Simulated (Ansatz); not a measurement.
**Al (slab): density, localisation and related maps**

The calculation's input:

```
crystal:
  lattice:
    - [2.8227746037, 0.0, 0.0]
    - [0.0, 3.9920061281, 0.0]
    - [0.0, 0.0, 27.7024857169]
  atoms:
    - { symbol: Al, position: [0.5, 0.5, 0.2707338279] }
    - { symbol: Al, position: [0.0, 0.0, 0.3216818661] }
    - { symbol: Al, position: [0.5, 0.5, 0.3726299044] }
    - { symbol: Al, position: [0.0, 0.0, 0.4235779426] }
    - { symbol: Al, position: [0.5, 0.5, 0.4745259809] }
    - { symbol: Al, position: [0.0, 0.0, 0.5254740191] }
    - { symbol: Al, position: [0.5, 0.5, 0.5764220574] }
    - { symbol: Al, position: [0.0, 0.0, 0.6273700956] }
    - { symbol: Al, position: [0.5, 0.5, 0.6783181339] }
    - { symbol: Al, position: [0.0, 0.0, 0.7292661721] }
basis:
  ecutwfc: 500
kpoints:
  mp_grid: { grid: [12, 9, 1] }
hamiltonian:
  xc: r2scan
scf:
  occupations: { method: gaussian, width: 0.1 }
output:
  forces: true
  eigenvalues: true
  write_density: true
  write_potential: true
  elf: true
  volumetric_format: npy
relax:
  adjacent_minimum: "off"
  f_tol: 0.02
  max_steps: 60
efield:
  axis: 3
  dipole_correction: true
```

Launched as:

```sh
ansatz run input.yaml --threads 1 --pin off --max-ram 2560MiB --backend cpu --events-out ev --progress --plain --runs-dir out
```

The fields are those of the relaxed geometry.

Method: DFT r2SCAN, scalar-relativistic, plane waves, PAW (Ansatz).

Core electrons are frozen (PAW), and the valence fields are smoothed inside the atomic spheres.

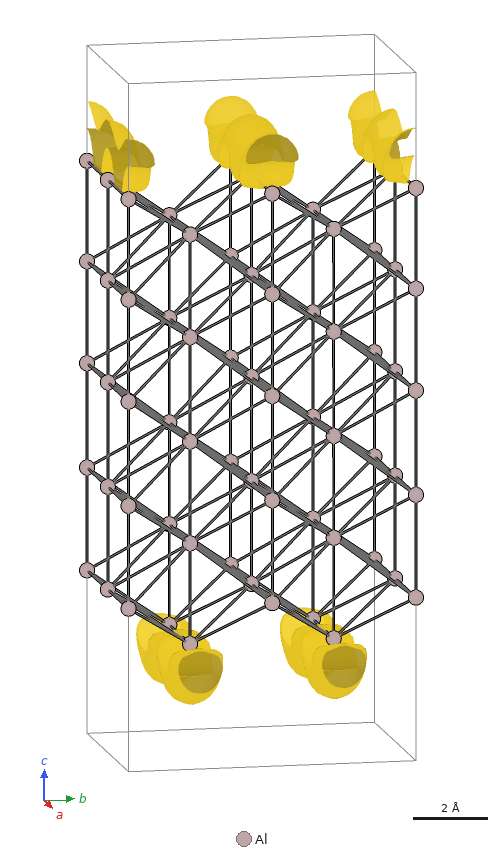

Figure 1. Isosurface of the ELF at 0.75 (yellow), seen slightly off an axis. Only the valence region is drawn (cores and ρ < 0.01 e/Å³ removed). Sticks mark near contacts.

Q: What do the ELF domains correspond to?

A: At this value the surface marks out channels that run through the cell in one direction, counted in one cell of 10 atoms. Counts are for one cell; the picture repeats the cell along the surface. There are no localised bonds or lone pairs at this value. Profiles from the grid: Al–Al (2.78 Å): the ELF peaks at about 0.70 between the atoms. Al–Al (2.82 Å): the ELF peaks at about 0.80 between the atoms.

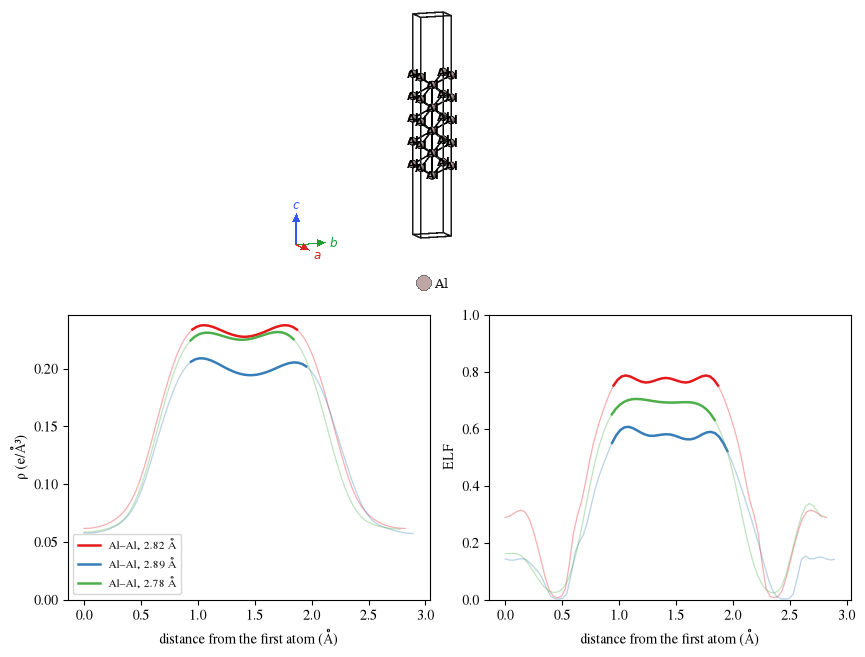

Figure 2. Valence charge density (pseudo) and ELF along straight lines between neighbouring atoms. Thin, pale parts lie inside the atomic spheres. The structure is drawn too.

Q: Compare the contacts.

A: Al–Al (2.82 Å): ρ at the midpoint is about 0.23 e/Å³; the ELF peaks at about 0.80 between the atoms.
Al–Al (2.89 Å): ρ is about 0.19 e/Å³ halfway; the ELF peaks at about 0.60 between the atoms.
Al–Al (2.78 Å): ρ is about 0.22 e/Å³ halfway; the ELF peaks at about 0.70 between the atoms.

Q: Metal or insulator at this level of theory?

A: It is metallic or semimetallic at this level of theory: no gap opens.
